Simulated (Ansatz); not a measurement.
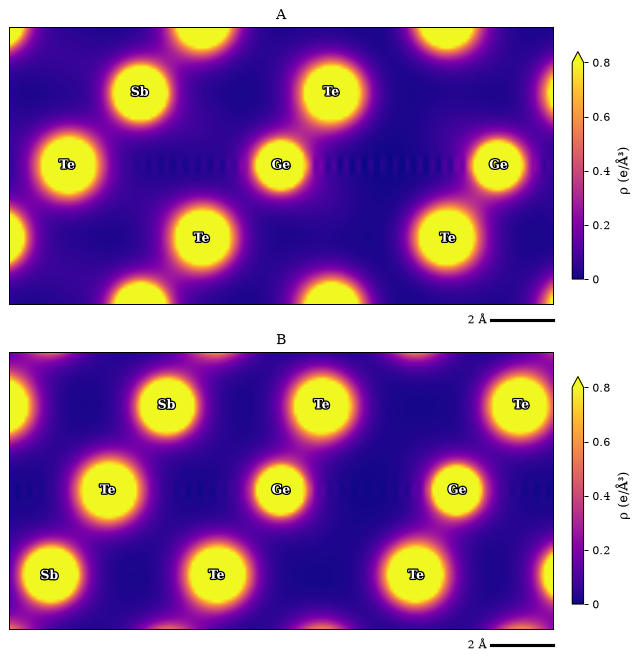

Ge2Sb2Te5. The valence pseudo-density of two cells that differ in size and shape, on the (110) plane of each (indices in the axes of the calculation cell), at one length scale and on one colour scale: B has 36.7 Å³ an atom and A 33.3.

Theory: DFT PBE, scalar-relativistic, plane waves, PAW (Ansatz 0.2.0).

In a PAW calculation such maps are meaningful between the atoms, not at the nuclei.

Q: What changes from the larger cell to the smaller?

A: From the larger cell to the smaller, Sb–Te goes from 3.33 to 3.31 Å; Ge–Te goes from 3.05 to 2.86 Å, and the density at its midpoint from 0.26 to 0.34 e/Å³; the pressure goes from −5 to −2.1 GPa.
